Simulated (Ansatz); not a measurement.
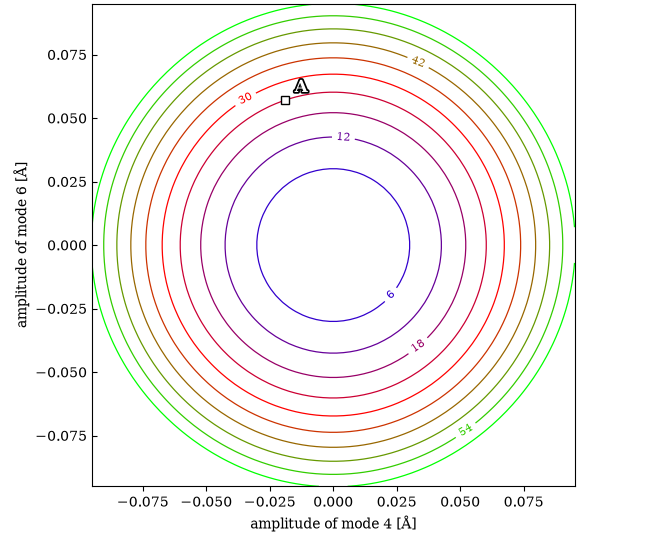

AlNi (P4/mmm, No. 123; 2 atoms in the cell). The energy is mapped over two normal modes frozen in (zone-centre modes of the 2-atom cell of this scan). First axis: amplitude of mode 4 (302 cm⁻¹), largest displacement. Second axis: amplitude of mode 6 (302 cm⁻¹), largest displacement. Nothing is relaxed (the cell and all other modes fixed). Grid: 11 × 11 points; 36 points were computed and 85 follow by symmetry. Points are written as (first, second). All energies are given in meV per cell relative to the lowest grid point. The runs have no spin polarisation; a magnetic state may lie lower. Computed with DFT PBEsol, scalar-relativistic, plane waves, PAW (Ansatz 0.2.0). Settings: cutoff 520 eV, k-mesh 16×16×16, gaussian smearing 0.15 eV, no spin polarisation.

In the figure: contour lines labelled in meV (none above 60), the point A. Between grid points the surface is interpolated.

Question: Which way does the force act at A, and how strong is it?

Answer: A, at (−0.019 Å, 0.057 Å), is not a stationary point. The computed force is 260 meV for each Å towards larger values of the first coordinate and 760 meV for each Å towards smaller values of the second coordinate.

PAW datasets: the set soft_1.
